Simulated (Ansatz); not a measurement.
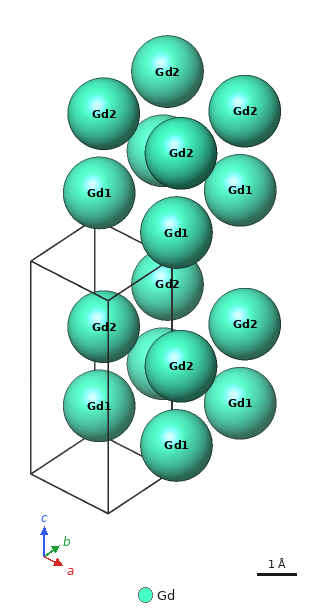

The starting point is crystalline Gd (a generated structure, set up in P6_3/mmc). A spheres-only model of the cell of the calculation, repeated 2 × 2 × 2 with one cell outlined, seen slightly off an axis.

Method: DFT, PBE, PAW with Ansatz's default frozen-core files, scalar-relativistic in Ansatz. Set-up: plane-wave cutoff 420 eV; k-point mesh 14 × 14 × 8; occupations fermi dirac; smearing width 0.05 eV; collinear spin.

Now this is done to it. The cell is strained by +3.0 % along c and −1.5 % across it (volume 0.0 %), the atoms keeping their fractional coordinates. No relaxation follows.

Q: What is the effect?

A: It costs 7.9 meV per atom. The pressure goes from 0.0 to 0.0 GPa. The principal stresses (compression positive) are −1.6 GPa along c and 0.8 GPa across it. All forces vanish by symmetry. The absolute magnetisation per cell goes from 15.34 to 15.35 μB (net moment 15.34 and 15.35 μB). Among the bonded contacts that change: Gd–Gd 3.599 → 3.653 Å, Gd–Gd 3.649 → 3.595 Å. The space group stays P6_3/mmc (No. 194).

Drawn alike, the variant:

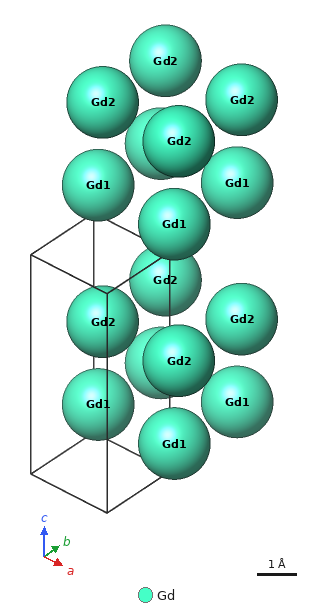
